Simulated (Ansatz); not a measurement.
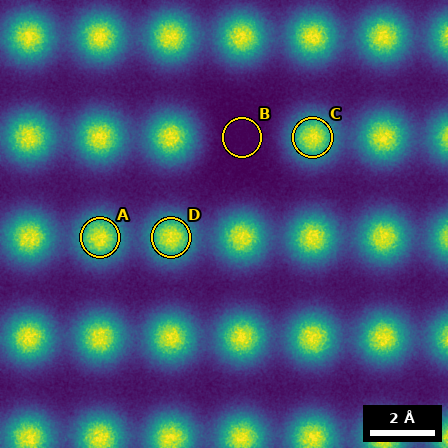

Z-contrast image of Cd (Pm-3m, No. 221) along [110]. Simulation: incoherent imaging, intensity Z^1.6 per atom, probe width 1.23 Å, thin sample. The probe carries 25 % of its weight in a tail 2.5 times as wide. Shot noise was added.

The sample is 1 repeat (4.4 Å) thick. One point defect was put into the perfect crystal, without relaxing the atoms around it. Brightness is counted from the darkest point of the image. Host structure: the input geometry of a calculation; the starting structure was generated, so it need not be a known form of this composition.

**Which ringed column holds the defect, and does it scatter more or less than its equals?**

B; it scatters less. The column holds 1 atom (Cd) through the sample, and one Cd atom is missing, so its peak vanishes.
